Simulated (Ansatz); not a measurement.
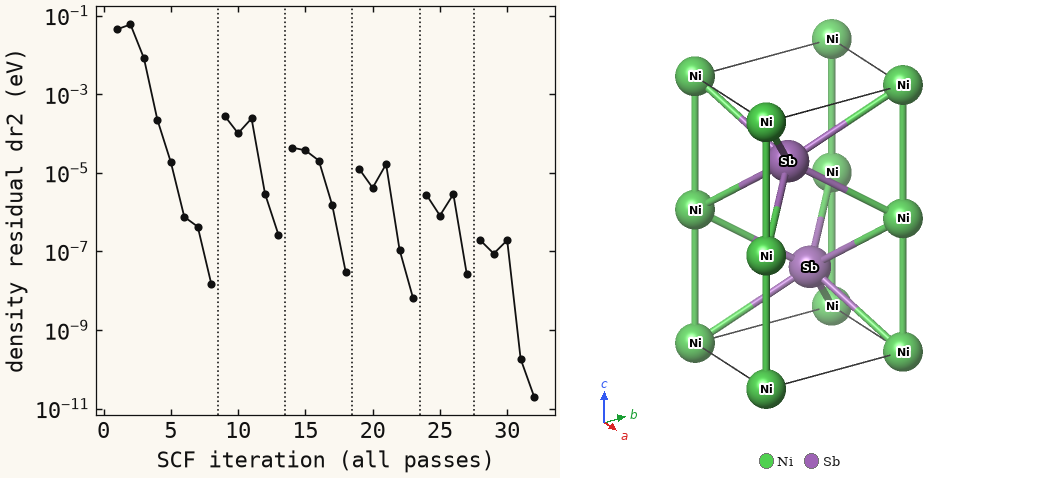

Beside the plot: the structure in its conventional cell.

The plot shows the SCF iterations of a calculation: density residual dr2. Each stretch between dotted lines is the SCF of one geometry step of a relaxation. The starting density is a sum of atomic densities corrected by a trained network. Pass 6 re-solves the same geometry on a plane-wave basis chosen afresh for the new cell.

NiSb (4 atoms in the cell), run with Ansatz.

```
crystal:
  lattice:
    - [3.8098129131, 0.0, 0.0]
    - [-1.9049064566, 3.2993947664, 0.0]
    - [0.0, 0.0, 4.9417256715]
  atoms:
    - { symbol: Ni, position: [0.0, 0.0, 0.0] }
    - { symbol: Ni, position: [0.0, 0.0, 0.5] }
    - { symbol: Sb, position: [0.3333333333, 0.6666666667, 0.25] }
    - { symbol: Sb, position: [0.6666666667, 0.3333333333, 0.75] }
basis:
  ecutwfc: 420
kpoints:
  mp_grid: { grid: [12, 12, 8] }
hamiltonian:
  xc: pbe
scf:
  occupations: { method: fixed }
  max_iter: 75
output:
  forces: true
  eigenvalues: true
  stress: true
relax:
  adjacent_minimum: "off"
  f_tol: 0.01
  max_steps: 30
  cell: { stress_tol: 0.1, fix: [volume] }
```

Launched with:
```bash
ansatz run input.yaml --threads 1 --pin off --max-ram 2560MiB --backend cpu --events-out ev --progress --plain --runs-dir out
```

Q: How did this run end?

A: It converged, after 32 iterations in all. There are 6 passes, of 8, 5, 5, 5, 4 and 5 iterations. In pass 1, the residual falls almost steadily, with no more than small rises or pauses. The relaxation met its thresholds.

Q: Is anything amiss with this input?

A: The input holds an odd setting (fixed occupations whatever the gap). The SCF closed; whether the result suffers can't be told from this run alone.
